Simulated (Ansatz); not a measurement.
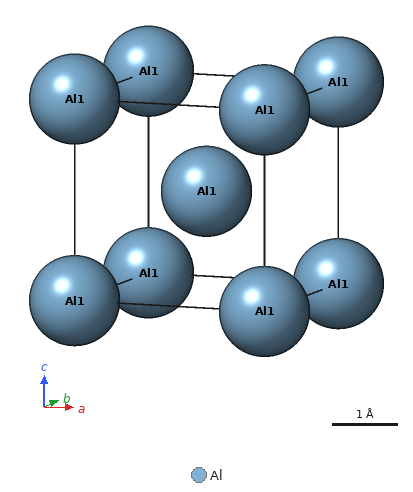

Figure 1. The structure as given in the input (spheres-only view of the cell 2 times as large as that of the calculation, set on its symmetry axes, seen slightly off an axis; atoms are numbered from 1 in the order of the input). An atom can appear more than once, as a periodic image.

**Two runs on Al**

System: Al (1 atom in the cell).
Method of the first run: DFT PBEsol, scalar-relativistic, plane waves, PAW, no spin polarisation (Ansatz 0.2.0).

The structure derives from a Materials Project entry. Text and figures count atoms from 1; the logs count them from 0 in places.

Input file, the first run:
```yaml
crystal:
  lattice:
    - [-1.59121869, 1.59121869, 1.59121869]
    - [1.59121869, -1.59121869, 1.59121869]
    - [1.59121869, 1.59121869, -1.59121869]
  atoms:
    - { symbol: Al, position: [0.0, 0.0, 0.0] }
basis:
  ecutwfc: 420
kpoints:
  mp_grid: { grid: [24, 24, 24] }
hamiltonian:
  xc: pbesol
scf:
  occupations: { method: gaussian, width: 0.15 }
output:
  forces: true
  stress: true
  eigenvalues: true
  write_density: true
  write_potential: true
  elf: true
  volumetric_format: npy
```

Launched with:
```bash
ansatz run input.yaml --threads 1 --pin off --max-ram 2560MiB --backend cpu --events-out ev --progress --plain --runs-dir out
```

Hardware: 1 thread of Intel Xeon @ 2.70GHz, 189 GiB of memory available, shared host.

Output, shortened to warnings, some set-up lines, iterations and results (the first run):
```
Basis set: ecut = 420 eV, 321 PW (Γ), exchange–correlation on 40×40×40 points (8 copies of the dense FFT grid, shifted against one another)
Symmetry: 48 space group operations
k-points: 413 of 13824
Initial density: superposition of atomic densities (neutral atoms: chi_scale 0, normalization atom), corrected by the library's trained network
[...]
SCF iter   1: F=—  HF=-524.449731 eV  |F-HF|=—  |Δ(HF+E_count)|=         —  Δρ=4.37e-4  dr2=8.62e-6  ethr=1.77e-3  ⟨swp⟩=4.7  Hψ=21319  notcnv=0
SCF iter   2: F=—  HF=-524.449738 eV  |F-HF|=—  |Δ(HF+E_count)|=   6.55e-6  Δρ=2.19e-4  dr2=1.98e-6  ethr=2.87e-7  ⟨swp⟩=2.0  Hψ=6372  notcnv=0
SCF iter   3: F=-524.449738 eV  HF=-524.449738 eV  |F-HF|=7.12e-9  |Δ(HF+E_count)|=   5.43e-7  Δρ=1.35e-5  dr2=2.44e-8  ethr=6.59e-8  ⟨swp⟩=2.0  Hψ=2960  notcnv=0
SCF iter   4: F=-524.449738 eV  HF=-524.449738 eV  |F-HF|=4.48e-11  |Δ(HF+E_count)|=   6.15e-9  Δρ=1.23e-6  dr2=6.73e-11  ethr=8.12e-10  ⟨swp⟩=1.4  Hψ=2490  notcnv=0
SCF iter   5: F=-524.449738 eV  HF=-524.449738 eV  |F-HF|=2.05e-12  |Δ(HF+E_count)|=  4.13e-11  Δρ=1.52e-7  dr2=2.61e-12  ethr=2.24e-12  ⟨swp⟩=2.1  Hψ=2937  notcnv=0
SCF iter   6: F=-524.449738 eV  HF=-524.449738 eV  |F-HF|=2.27e-13  |Δ(HF+E_count)|=  1.71e-12  Δρ=1.20e-8  dr2=1.97e-14  ethr=1.00e-12  ⟨swp⟩=4.0  Hψ=9384  notcnv=0
SCF 1 converged in 6 iterations: F = -524.449738 eV  dr2 = 1.97e-14
SCF converged after 6 iterations
Free energy (F): -524.449738 eV
Harris-Foulkes:  -524.449738 eV  (|F-HF|=2.27e-13)
Internal energy: -524.445144 eV  (E = F + TS)
E sigma→0 (E₀):  -524.447441 eV
Entropy (-TS):   -0.004594 eV (-4.594 meV/atom)
Fermi energy:    8.128912 eV
--- Per-component energies (eV) ---
  E_band       = 11.015379
  E_kinetic    = 23.116030
  E_local      = 10.159030  (includes V_loc(G=0)·N_el)
  E_nonlocal   = 10.595428
  E_hartree    = 0.069598
  E_xc         = -39.553423
  E_vxc        = -29.335813  (∫ρ·V_xc dr)
  E_paw        = -454.751600  (= ΣΔE_a)
  E_vpaw       = -3.658489  (= ΣTr[D̂ρ^β])
  E_aug_tail   = -0.000002  (compensation charges beyond the density's cutoff)
  E_ewald      = -74.099344
  E_core_change = 0.019139  (= ΣΔE_core)
  E_smearing   = -0.004594  (= −TS)
  E_closure    = 0.000000  (closes the sum)
  Σ components = -524.449738   (vs F -524.449738, Δ=0.00e0)
--- Forces (eV/Å), atoms counted from 1 ---
  atom   1  Al    -0.00000000     0.00000000    -0.00000000
  max |Σ_I F_I| component: 1.59e-32 eV/Å
--- Stress (GPa, compression-positive) ---
        2.210681       0.000000       0.000000
        0.000000       2.210681      -0.000000
       -0.000000       0.000000       2.210681
  P = ⅓ Tr σ = 2.2107 GPa (22.107 kbar)
```

The input of the second run differs as follows (lines with − go, lines with + come):
```diff
-  mp_grid: { grid: [24, 24, 24] }
+  mp_grid: { grid: [20, 20, 20] }
```

What does this change do to the results?

The free energy of the second run is 0.9 meV per atom higher, which measures how much it depends on this numerical setting. The number of SCF iterations is the same. The irreducible k-points go from 413 to 256.

Output, shortened to warnings, some set-up lines, iterations and results (the second run):
```
Basis set: ecut = 420 eV, 321 PW (Γ), exchange–correlation on 40×40×40 points (8 copies of the dense FFT grid, shifted against one another)
Symmetry: 48 space group operations
k-points: 256 of 8000
Initial density: superposition of atomic densities (neutral atoms: chi_scale 0, normalization atom), corrected by the library's trained network
[...]
SCF iter   1: F=—  HF=-524.448832 eV  |F-HF|=—  |Δ(HF+E_count)|=         —  Δρ=4.39e-4  dr2=9.01e-6  ethr=1.77e-3  ⟨swp⟩=4.7  Hψ=13208  notcnv=0
SCF iter   2: F=—  HF=-524.448837 eV  |F-HF|=—  |Δ(HF+E_count)|=   5.83e-6  Δρ=2.19e-4  dr2=2.02e-6  ethr=3.00e-7  ⟨swp⟩=2.0  Hψ=3945  notcnv=0
SCF iter   3: F=-524.448838 eV  HF=-524.448838 eV  |F-HF|=5.30e-9  |Δ(HF+E_count)|=   4.37e-7  Δρ=1.33e-5  dr2=2.24e-8  ethr=6.75e-8  ⟨swp⟩=2.0  Hψ=1840  notcnv=0
SCF iter   4: F=-524.448838 eV  HF=-524.448838 eV  |F-HF|=3.56e-11  |Δ(HF+E_count)|=   4.46e-9  Δρ=1.24e-6  dr2=7.11e-11  ethr=7.45e-10  ⟨swp⟩=1.3  Hψ=1536  notcnv=0
SCF iter   5: F=-524.448838 eV  HF=-524.448838 eV  |F-HF|=2.96e-12  |Δ(HF+E_count)|=  2.65e-11  Δρ=1.36e-7  dr2=2.40e-12  ethr=2.37e-12  ⟨swp⟩=2.2  Hψ=1826  notcnv=0
SCF iter   6: F=-524.448838 eV  HF=-524.448838 eV  |F-HF|=0.00e0  |Δ(HF+E_count)|=  2.84e-12  Δρ=8.90e-9  dr2=1.11e-14  ethr=1.00e-12  ⟨swp⟩=4.0  Hψ=5810  notcnv=0
SCF 1 converged in 6 iterations: F = -524.448838 eV  dr2 = 1.11e-14
SCF converged after 6 iterations
Free energy (F): -524.448838 eV
Harris-Foulkes:  -524.448838 eV  (|F-HF|=0.00e0)
Internal energy: -524.443698 eV  (E = F + TS)
E sigma→0 (E₀):  -524.446268 eV
Entropy (-TS):   -0.005140 eV (-5.140 meV/atom)
Fermi energy:    8.138886 eV
--- Per-component energies (eV) ---
  E_band       = 11.016782
  E_kinetic    = 23.117678
  E_local      = 10.159625  (includes V_loc(G=0)·N_el)
  E_nonlocal   = 10.594246
  E_hartree    = 0.069595
  E_xc         = -39.553381
  E_vxc        = -29.335793  (∫ρ·V_xc dr)
  E_paw        = -454.751253  (= ΣΔE_a)
  E_vpaw       = -3.658161  (= ΣTr[D̂ρ^β])
  E_aug_tail   = -0.000002  (compensation charges beyond the density's cutoff)
  E_ewald      = -74.099344
  E_core_change = 0.019139  (= ΣΔE_core)
  E_smearing   = -0.005140  (= −TS)
  E_closure    = 0.000000  (closes the sum)
  Σ components = -524.448838   (vs F -524.448838, Δ=0.00e0)
--- Forces (eV/Å), atoms counted from 1 ---
  atom   1  Al     0.00000000    -0.00000000     0.00000000
  max |Σ_I F_I| component: 1.05e-32 eV/Å
--- Stress (GPa, compression-positive) ---
        2.207401       0.000000       0.000000
       -0.000000       2.207401       0.000000
       -0.000000      -0.000000       2.207401
  P = ⅓ Tr σ = 2.2074 GPa (22.074 kbar)
```

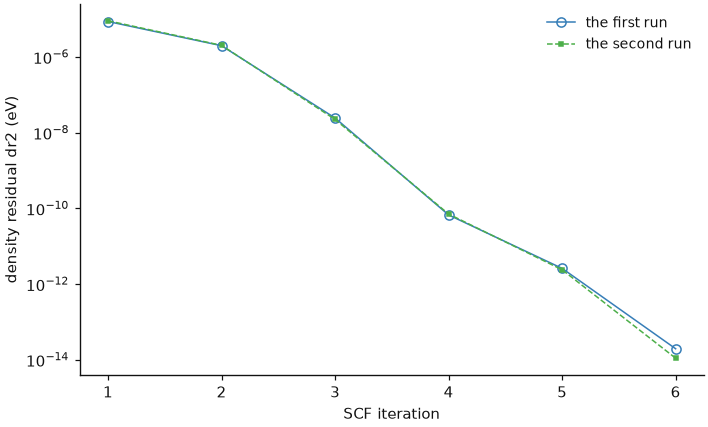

Figure 2. Convergence of the two runs: density residual dr2 against the SCF iteration. The first run takes 6 iterations in all, and the second run takes 6.

The two runs side by side:

```tsv
quantity	the first run	the second run
outcome	converged	converged
free energy per atom (eV)	−524.4497	−524.4488
energy per atom, smearing taken to zero (eV)	−524.4474	−524.4463
gap on the mesh (eV)	0.00	0.00
pressure (GPa)	2.21	2.21
largest force (eV/Å)	0.000	0.000
SCF iterations	6	6
irreducible k-points	413	256
plane waves at Γ	321	321
wall time (shared host)	2.9 s	2 s
```
